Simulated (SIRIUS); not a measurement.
# C: 7 runs along one coordinate

System: C (Fd-3m, 2 atoms in the cell).
Method: Kohn-Sham DFT of a periodic cell, PBEsol, dojo-sr-pbesol-0.4.1-standard, no spin polarisation (SIRIUS 7.12.0).

The 7 runs differ only in the geometry, by an even scaling of the cell at fixed fractional positions. The structure derives from an entry of the Crystallography Open Database.

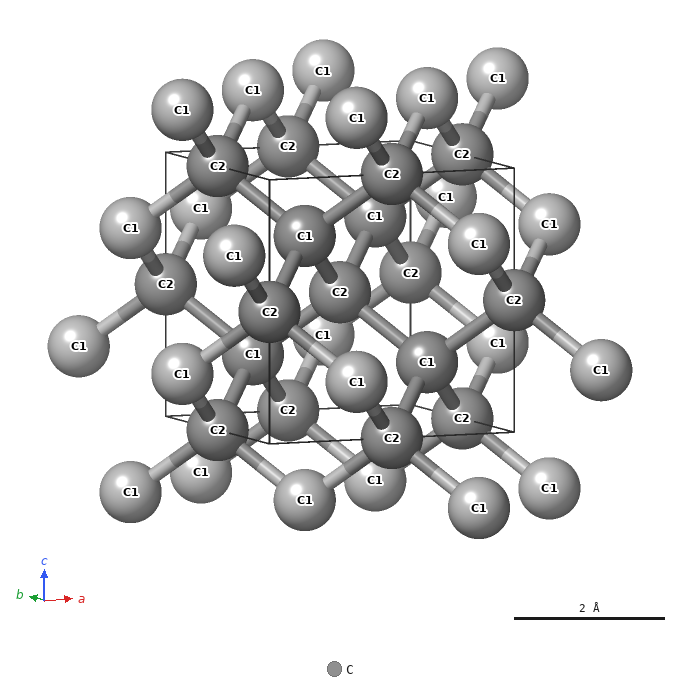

Figure 1. The structure of run 4 (ball-and-stick view of the cell 4 times as large as that of the calculation, set on its symmetry axes, seen slightly off an axis; neighbours outside the cell are drawn fainter; atoms are numbered from 1 in the order of the input). An atom can appear more than once, as a periodic image.

## Input of run 4
```
{
  "control": {
    "processing_unit": "cpu",
    "verbosity": 2,
    "num_bands_to_print": 10,
    "print_forces": true,
    "print_stress": true
  },
  "parameters": {
    "electronic_structure_method": "pseudopotential",
    "xc_functionals": ["XC_GGA_X_PBE_SOL", "XC_GGA_C_PBE_SOL"],
    "gk_cutoff": 9.1,
    "pw_cutoff": 18.2,
    "ngridk": [13, 13, 13],
    "shiftk": [0, 0, 0],
    "smearing": "fermi_dirac",
    "smearing_width": 0.0018374661,
    "num_bands": 10,
    "num_mag_dims": 0,
    "num_dft_iter": 100,
    "energy_tol": 1e-08,
    "density_tol": 1e-06
  },
  "iterative_solver": {
    "type": "davidson",
    "min_tolerance": 1e-10
  },
  "mixer": {
    "type": "anderson",
    "beta": 0.7,
    "max_history": 8
  },
  "settings": {
    "tol_ne": 1e-10,
    "pseudo_grid_cutoff": 6.5
  },
  "unit_cell": {
    "lattice_vectors": [
      [0.0, 3.370080878874, 3.370080878874],
      [3.370080878874, 0.0, 3.370080878874],
      [3.370080878874, 3.370080878874, 0.0]
    ],
    "atom_coordinate_units": "lattice",
    "atom_types": ["C"],
    "atom_files": {
      "C": "C.json"
    },
    "atoms": {
      "C": [
        [0.75, 0.75, 0.75],
        [0.5, 0.5, 0.5]
      ]
    }
  }
}
```

Command:
```bash
upf_to_json C.upf
OMP_NUM_THREADS=1 sirius.scf --input=sirius.json --output=out.json --task=0
```

Run 3 differs from it as follows:
```diff
-      [0.0, 3.370080878874, 3.370080878874],
-      [3.370080878874, 0.0, 3.370080878874],
-      [3.370080878874, 3.370080878874, 0.0]
+      [0.0, 3.347462204915, 3.347462204915],
+      [3.347462204915, 0.0, 3.347462204915],
+      [3.347462204915, 3.347462204915, 0.0]
```

## Results, with one run withheld

| run | volume per atom (Å³) | free energy per atom, from the lowest run given (meV) | pressure (GPa) | gap on the mesh (eV) |
| --- | --- | --- | --- | --- |
| 1 | 5.332 | 24.25 | 27.13 | 4.20 |
| 2 | 5.445 | 8.90 | 16.05 | 4.15 |
| 3 | 5.558 | ? | ? | ? |
| 4 | 5.672 | 0.00 | −3.22 | 4.05 |
| 5 | 5.785 | 5.17 | −11.57 | 4.01 |
| 6 | 5.899 | 15.97 | −19.18 | 3.96 |
| 7 | 6.012 | 31.91 | −26.10 | 3.92 |

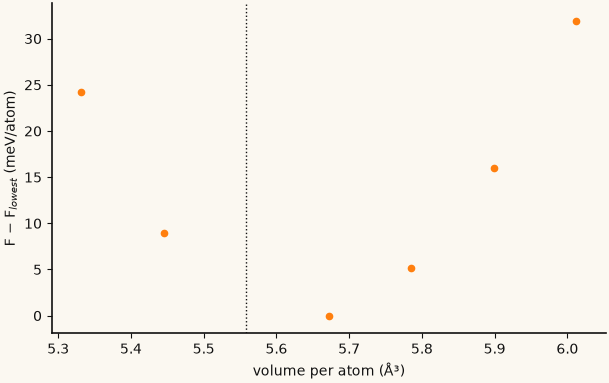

Figure 2. Free energy per atom of the runs given; the dotted line marks run 3.

What should run 3 give?

A cubic polynomial in V^(−2/3) (the Birch–Murnaghan form), fitted to the 6 runs given, misses them by at most 0.04 meV per atom. With x = V^(−2/3) − 0.31404 Å⁻², it reads F = 0.21856 − 653.27 x + 1.7868e+05 x² − 67505 x³ (meV per atom). At run 3 it gives 1.05 meV per atom, and the run itself gives 1.05. The slope of the fit gives a pressure −dF/dV of 6.18 GPa there, and the run prints 5.96 GPa. The two needn't agree exactly: the fit is approximate, and the printed stress is taken on a finite basis. The fit has its minimum at 5.633 Å³ per atom, where V d²F/dV² gives 450 GPa: the bulk modulus at this level, since symmetry fixes the shape and the positions. The gap on the mesh goes, without turning, from 4.20 eV in run 1 to 3.92 eV in run 7; run 3 has 4.10 eV. These are gaps of this functional on this mesh, which can miss the band edges; they aren't the measured gap.

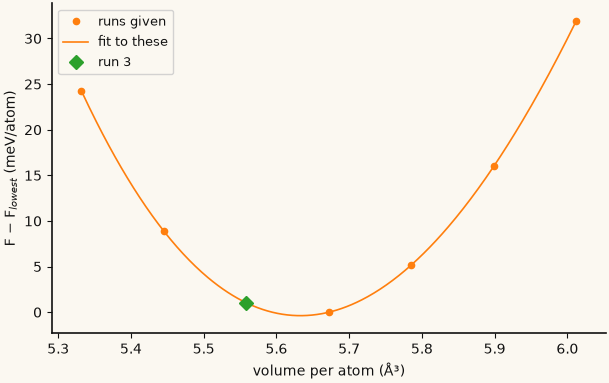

Figure 3. The fit and the withheld run.

## Some lines of the output (run 3)
```
[...]
[find] band gap (eV)                  :       4.09917065
[find] Efermi                         :       0.60967324
[find] band gap (eV)                  :       4.09913764
[find] Efermi                         :       0.60967375
[find] band gap (eV)                  :       4.09921291
[find] Efermi                         :       0.60967255
[find] band gap (eV)                  :       4.09923817
[find] Efermi                         :       0.60967217
[find] band gap (eV)                  :       4.09923764
[find] Efermi                         :       0.60967218
[find] band gap (eV)                  :       4.09924000
[find] Efermi                         :       0.60967216
[find] band gap (eV)                  :       4.09924567
[find] Efermi                         :       0.60967208
```
